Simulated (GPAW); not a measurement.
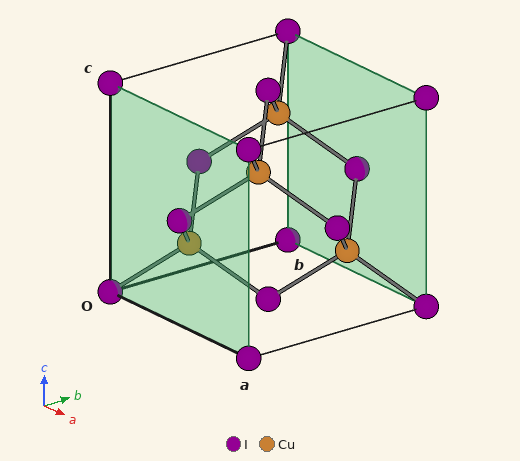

Crystal: CuI, an entry of the Crystallography Open Database, as set up for an electronic-structure calculation. Every member of one family of equally spaced planes, hx + ky + lz = a whole number, that cuts the unit cell is shaded (one member passes through the origin O). Symmetry computed with spglib at a tolerance of 0.002 Å; standard conventional cell.

a = 6.063 Å, b = 6.063 Å, c = 6.063 Å, α = 90.00°, β = 90.00°, γ = 90.00°.

Q: What are the Miller indices?

A: (0 1 0); the opposite sign names the same planes. The member next to the origin meets the axes a never, b at 1, c never.

Q: What is the spacing?

A: d = 6.063 Å.

Q: Which atoms of the cell lie in these planes (within 0.03 Å)?

A: 2 of the 4 I.

Q: The space group is F-43m (No. 216). How many reflections hkl are equivalent to this one (itself included), and does it occur?

A: 6 reflections are equivalent in the Laue class m-3m. The reflection is systematically absent, by the centring.
